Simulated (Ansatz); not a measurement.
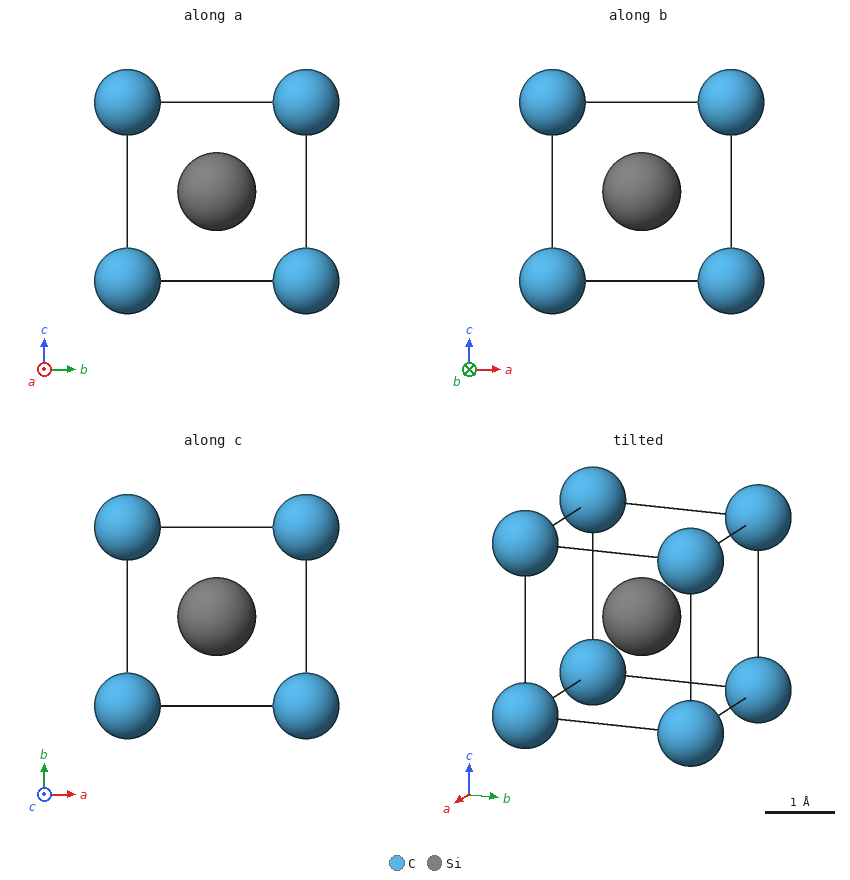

View along the a axis, along the b axis, along the c axis and slightly off an axis, drawn as a spheres-only model. The conventional unit cell is outlined; an atom on or near a face, edge or corner is repeated at each equivalent position.

Lattice parameters: a = 2.623 Å, b = 2.623 Å, c = 2.623 Å, α = 90.00°, β = 90.00°, γ = 90.00°. Put a along x and b in the xy plane.

### Reconstruct the structure as a POSCAR file.

```
C Si
1.0
     2.623    0.000    0.000
     0.000    2.623    0.000
     0.000    0.000    2.623
C Si
1 1
Direct
  0.0000 0.0000 0.0000
  0.5000 0.5000 0.5000
```

The model was built from a structure type filled with these elements by a generator (whether the compound takes this form wasn't checked). Earlier steps of the study may have refined or changed the cell and positions. It was run through Ansatz as a DFT input.
